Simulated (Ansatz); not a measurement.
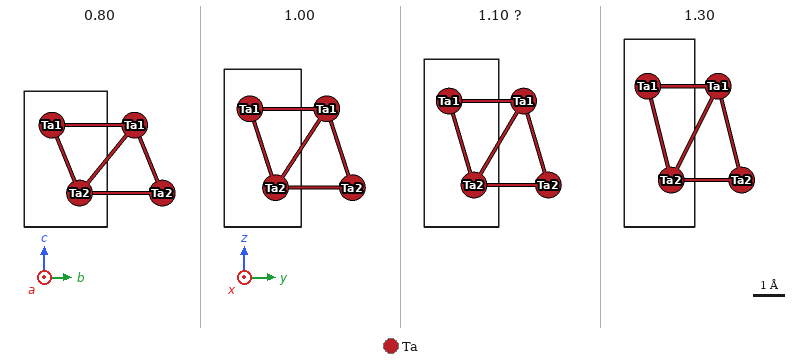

Energy scan for crystalline Ta (P6_3/mmc), in which the ratio of the cell's length along z to its lengths across, counted as 1 for the reference, is changed at fixed volume (a c/a path), with the atoms kept at their fractional coordinates. x, y and z are the Cartesian axes of the input. Style: ball-and-stick. Shown: the cell of the calculation, repeated 2 × 2 × 1 with one cell outlined, along the a axis.

The calculation used Ansatz 0.2.0, DFT PBEsol, scalar-relativistic, plane waves, PAW. Set-up: plane-wave cutoff 420 eV; k-point mesh 24 × 24 × 14; occupations gaussian; smearing width 0.15 eV; no spin polarisation. Energies (free energies at the smearing named) are counted from the relaxed crystal.

```tsv
axial ratio over its reference value	ΔE (meV/atom)
0.80	171
0.85	118
0.92	44
0.96	12
1.00	0
1.05	20
1.10	?
1.20	302
1.30	655
```

> Estimate the missing energy from the other rows, and compare with the calculation.

A straight line between the two neighbours gives 114 meV/atom. A cubic through the four nearest rows (1.00, 1.05, 1.20, 1.30) gives, with Lagrange weights, (−0.3333)(0) + (1.0667)(20) + (0.3333)(302) + (−0.0667)(655) = 78 meV/atom. The calculation gives 78 meV/atom, so the cubic is right to the digits shown and the straight line 36 meV/atom too high, as the curve bends upwards here.

The whole profile:

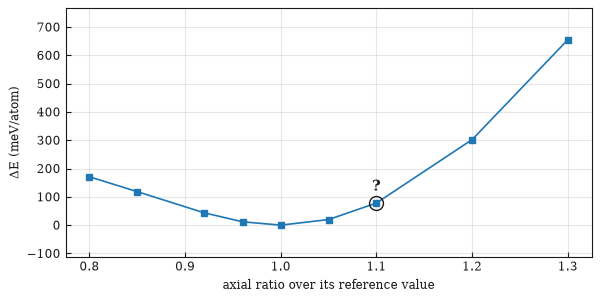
